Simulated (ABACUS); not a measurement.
## InP: band-structure run (part 1 of 2)

System: InP (2 atoms in the cell).
Method: Kohn-Sham DFT of a periodic cell, SOGGA, SSSP 1.3 efficiency PBE, no spin polarisation (ABACUS 3.10.1).

The structure derives from an entry of the Crystallography Open Database.

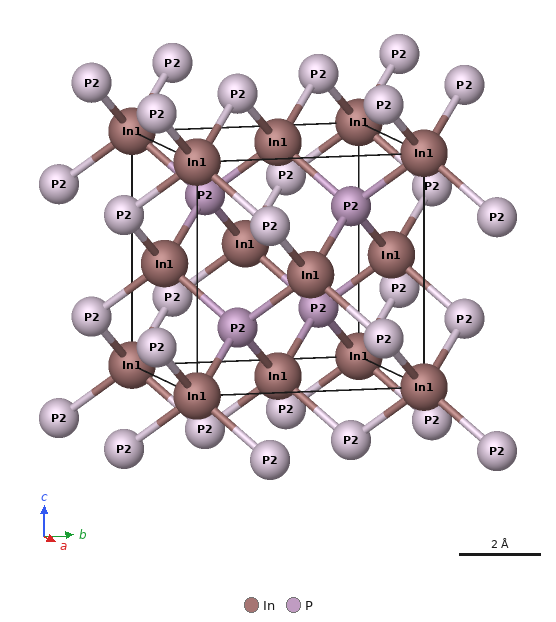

*The structure as given in the input (ball-and-stick view of the cell 4 times as large as that of the calculation, set on its symmetry axes, seen slightly off an axis; neighbours outside the cell are drawn fainter; atoms are numbered from 1 in the order of the input).*

### Input file
```
INPUT_PARAMETERS
suffix              InP
calculation         scf
basis_type          pw
pseudo_dir          ./
latname             fcc
symmetry            1
dft_functional      GGA_X_SOGGA+GGA_C_PBE
ecutwfc             55
pseudo_rcut         10
nspin               1
nbands              19
ks_solver           dav
smearing_method     fd
smearing_sigma      0.00367493
scf_thr             1e-08
scf_nmax            100
mixing_type         broyden
mixing_beta         0.7
cal_force           1
cal_stress          1
ecutrho             440
out_chg             1
kpar                4
```

### File STRU
```
ATOMIC_SPECIES
In 114.8180 In.pbe-dn-rrkjus_psl.0.2.2.UPF
P 30.9738 P.pbe-n-rrkjus_psl.1.0.0.UPF

LATTICE_CONSTANT
11.0756848164

ATOMIC_POSITIONS
Direct

In
0.0
1
0.0000000000 0.0000000000 0.0000000000 1 1 1

P
0.0
1
0.2500000000 0.2500000000 0.2500000000 1 1 1
```

### File KPT
```
K_POINTS
0
Gamma
6 6 6 0 0 0
```

Run on 4 threads of Intel Xeon (Emerald Rapids), 16 GiB of memory available, shared host.

Launch command:
```bash
OMP_NUM_THREADS=1 mpirun -np 4 abacus > log
```

### The program's output
```
ABACUS v3.10.1

               Atomic-orbital Based Ab-initio Computation at UStc

 ------------------------------------------------------------------------------------

 READING GENERAL INFORMATION
                           global_out_dir = OUT.InP/
                           global_in_card = INPUT
                               pseudo_dir = ./
                              orbital_dir =
                                    DSIZE = 4
                                    GSIZE = 1

 READING UNITCELL INFORMATION
                                    ntype = 2
                  lattice constant (Bohr) = 11.0757
              lattice constant (Angstrom) = 5.861

 READING ATOM TYPE 1
                               atom label = In
                      L=0, number of zeta = 1
                      L=1, number of zeta = 1
                      L=2, number of zeta = 1
             number of atom for this type = 1

 READING ATOM TYPE 2
                               atom label = P
                      L=0, number of zeta = 1
                      L=1, number of zeta = 1
                      L=2, number of zeta = 1
             number of atom for this type = 1

                        TOTAL ATOM NUMBER = 2
DIRECT COORDINATES
    atom                   x                   y                   z     mag                  vx                  vy                  vz
taud_In1            0.0000000000        0.0000000000        0.0000000000  0.0000        0.0000000000        0.0000000000        0.0000000000
taud_P1            0.2500000000        0.2500000000        0.2500000000  0.0000        0.0000000000        0.0000000000        0.0000000000

                          Volume (Bohr^3) = 339.666
                             Volume (A^3) = 50.3332

 Lattice vectors: (Cartesian coordinate: in unit of a_0)
                 -0.5                  +0                +0.5
                   +0                +0.5                +0.5
                 -0.5                +0.5                  +0
 Reciprocal vectors: (Cartesian coordinate: in unit of 2 pi/a_0)
                   -1                  -1                  +1
                   +1                  +1                  +1
                   -1                  +1                  -1
 The esolver type has been set to : ksdft_pw

                PAO radial cut off (Bohr) = 10

 Read in pseudopotential file is In.pbe-dn-rrkjus_psl.0.2.2.UPF
                     pseudopotential type = USPP
          exchange-correlation functional = PBE
                 nonlocal core correction = 1
                        valence electrons = 13
                                     lmax = 2
                           number of zeta = 3
                     number of projectors = 6
                           L of projector = 0
                           L of projector = 0
                           L of projector = 1
                           L of projector = 1
                           L of projector = 2
                           L of projector = 2
 XC functional updated to : GGA_X_SOGGA+GGA_C_PBE
          exchange-correlation functional = GGA_X_SOGGA+GGA_C_PBE
                PAO radial cut off (Bohr) = 10

 Read in pseudopotential file is P.pbe-n-rrkjus_psl.1.0.0.UPF
                     pseudopotential type = USPP
          exchange-correlation functional = PBE
                 nonlocal core correction = 1
                        valence electrons = 5
                                     lmax = 2
                           number of zeta = 2
                     number of projectors = 6
                           L of projector = 0
                           L of projector = 0
                           L of projector = 1
                           L of projector = 1
                           L of projector = 2
                           L of projector = 2
 XC functional updated to : GGA_X_SOGGA+GGA_C_PBE
          exchange-correlation functional = GGA_X_SOGGA+GGA_C_PBE
     initial pseudo atomic orbital number = 13

 SETUP THE ELECTRONS NUMBER
            electron number of element In = 13
      total electron number of element In = 13
             electron number of element P = 5
       total electron number of element P = 5
            AUTOSET number of electrons:  = 18
                           occupied bands = 9
                                   NBANDS = 19
                                   NLOCAL = 18

%%%%%%%%%%%%%%%%%%%%%%%%%%%%%%%%%%%%%%%%%%%%%%%%%%%%%%%%%%%%%%%%%%%%%%%%%%%%%%%%%%%%%%%%%%%%%%%%%%%%%%%%%%
 Warning: the number of valence electrons in pseudopotential > 3 for In: [Kr] 4d10 5s2 5p1
 Pseudopotentials with additional electrons can yield (more) accurate outcomes, but may be less efficient.
 If you're confident that your chosen pseudopotential is appropriate, you can safely ignore this warning.
%%%%%%%%%%%%%%%%%%%%%%%%%%%%%%%%%%%%%%%%%%%%%%%%%%%%%%%%%%%%%%%%%%%%%%%%%%%%%%%%%%%%%%%%%%%%%%%%%%%%%%%%%%

 SETUP THE PLANE WAVE BASIS
 energy cutoff for charge/potential (unit:Ry) = 220
            fft grid for charge/potential = [ 40, 40, 40 ]
                        fft grid division = [ 1, 1, 1 ]
        big fft grid for charge/potential = [ 54, 54, 54 ]
                                     nbxx = 157464
                                     nrxx = 64000

 SETUP PLANE WAVES FOR CHARGE/POTENTIAL
                    number of plane waves = 18763
                         number of sticks = 931

 PARALLEL PW FOR CHARGE/POTENTIAL
     PROC   COLUMNS(POT)             PW
        1            931          18763
 --------------- sum -------------------
        1            931          18763
                            number of |g| = 230
                                  max |g| = 683
                                  min |g| = 0

 energy cutoff for dense charge/potential (unit:Ry) = 440
      fft grid for dense charge/potential = [ 54, 54, 54 ]
                                     nrxx = 157464

 SETUP PLANE WAVES FOR dense CHARGE/POTENTIAL
                    number of plane waves = 52873
                         number of sticks = 1867

 PARALLEL PW FOR dense CHARGE/POTENTIAL
     PROC   COLUMNS(POT)             PW
        1           1867          52873
 --------------- sum -------------------
        1           1867          52873
                            number of |g| = 459
                                  max |g| = 1364
                                  min |g| = 0

----------- Double Check Mixing Parameters Begin ------------
mixing_type: broyden
mixing_beta: 0.7
mixing_gg0: 1
mixing_gg0_min: 0.1
mixing_ndim: 8
----------- Double Check Mixing Parameters End ------------

 LATTICE VECTORS: (CARTESIAN COORDINATE: IN UNIT OF A0)
                 -0.5                  +0                +0.5
                   +0                +0.5                +0.5
                 -0.5                +0.5                  +0
                       right hand lattice = 1
                                   NORM_A = 0.707107
                                   NORM_B = 0.707107
                                   NORM_C = 0.707107
                           ALPHA (DEGREE) = 60
                           BETA  (DEGREE) = 60
                           GAMMA (DEGREE) = 60

 The lattice vectors have been changed (STRU_SIMPLE.cif)

(for optimal symmetric configuration:)
                             BRAVAIS TYPE = 3
                     BRAVAIS LATTICE NAME = 03. Cubic F (face-centered)
                                    ibrav = 3
                                    IBRAV = 3
                                  BRAVAIS = FACE CENTERED CUBIC
                       LATTICE CONSTANT A = 1
Original cell was already a primitive cell.
                        ROTATION MATRICES = 48
              PURE POINT GROUP OPERATIONS = 24
                   SPACE GROUP OPERATIONS = 24
                                       C2 = 3
                                       C3 = 8
                                       C4 = 0
                                       C6 = 0
                                       S1 = 6
                                       S3 = 0
                                       S4 = 6
                                       S6 = 0
                              POINT GROUP = T_d
                                       C2 = 3
                                       C3 = 8
                                       C4 = 0
                                       C6 = 0
                                       S1 = 6
                                       S3 = 0
                                       S4 = 6
                                       S6 = 0
               POINT GROUP IN SPACE GROUP = T_d

 SETUP K-POINTS
                                    nspin = 1
                   Input type of k points = Monkhorst-Pack(Gamma)
                                   nkstot = 216
                       right hand lattice = 1
(for reciprocal lattice: )
                             BRAVAIS TYPE = 2
                     BRAVAIS LATTICE NAME = 02. Cubic I (body-centered)
                                    ibrav = 2
                       right hand lattice = 1
(for k-lattice: )
                             BRAVAIS TYPE = 2
                     BRAVAIS LATTICE NAME = 02. Cubic I (body-centered)
                                    ibrav = 2
                       right hand lattice = 1
                        ROTATION MATRICES = 48
                               nkstot_ibz = 16
K-POINTS REDUCTION ACCORDING TO SYMMETRY
     IBZ    DIRECT_X    DIRECT_Y    DIRECT_Z  WEIGHT  ibz2bz
       1  0.00000000  0.00000000  0.00000000  0.0046       0
       2  0.16666667  0.16666667  0.16666667  0.0370       1
       3  0.33333333  0.33333333  0.33333333  0.0370       2
       4  0.50000000  0.50000000  0.50000000  0.0185       3
       5  0.16666667  0.16666667  0.00000000  0.0278       7
       6  0.33333333  0.33333333  0.16666667  0.1111       8
       7  0.50000000  0.50000000  0.33333333  0.1111       9
       8  0.50000000  0.33333333  0.33333333  0.1111      10
       9  0.33333333  0.16666667  0.16666667  0.0556      11
      10  0.33333333  0.33333333  0.00000000  0.0278      14
      11  0.50000000  0.50000000  0.16666667  0.1111      15
      12 -0.33333333  0.33333333  0.33333333  0.0556      16
      13  0.50000000  0.50000000  0.00000000  0.0139      21
      14  0.50000000  0.33333333  0.16666667  0.1111      51
      15  0.50000000  0.33333333 -0.33333333  0.1111      52
      16  0.50000000  0.33333333 -0.16666667  0.0556      58

                               nkstot now = 16
[... K-POINTS DIRECT COORDINATES: 16 rows ...]

           k-point number in this process = 4
       minimum distributed K point number = 4
[... stars of the k points ...]

[... K-POINTS CARTESIAN COORDINATES: 4 rows ...]

[... K-POINTS DIRECT COORDINATES: 4 rows ...]

 SETUP PLANE WAVES FOR WAVE FUNCTIONS
     energy cutoff for wavefunc (unit:Ry) = 55
              fft grid for wave functions = [ 40, 40, 40 ]
                    number of plane waves = 2741
                         number of sticks = 253

 PARALLEL PW FOR WAVE FUNCTIONS
     PROC   COLUMNS(POT)             PW
        1            253           2741
 --------------- sum -------------------
        1            253           2741

 SETUP NONLOCAL PSEUDOPOTENTIALS IN PLANE WAVE BASIS
 In non-local projectors:
 projector 1 L=0
 projector 2 L=0
 projector 3 L=1
 projector 4 L=1
 projector 5 L=2
 projector 6 L=2
 P non-local projectors:
 projector 1 L=0
 projector 2 L=0
 projector 3 L=1
 projector 4 L=1
 projector 5 L=2
 projector 6 L=2
      TOTAL NUMBER OF NONLOCAL PROJECTORS = 36

 Init Non-Local PseudoPotential table :
 Init Non-Local-Pseudopotential done.

                                     npwx = 2362

 Make real space PAO into reciprocal space.
       max mesh points in Pseudopotential = 1057
     dq(describe PAO in reciprocal space) = 0.01
                                    max q = 894

 number of pseudo atomic orbitals for In is 3
WARNING: norm of atomic wavefunction # 1 of atomic type In is 0.999987, renormalized
WARNING: norm of atomic wavefunction # 2 of atomic type In is 0.998154, renormalized
```
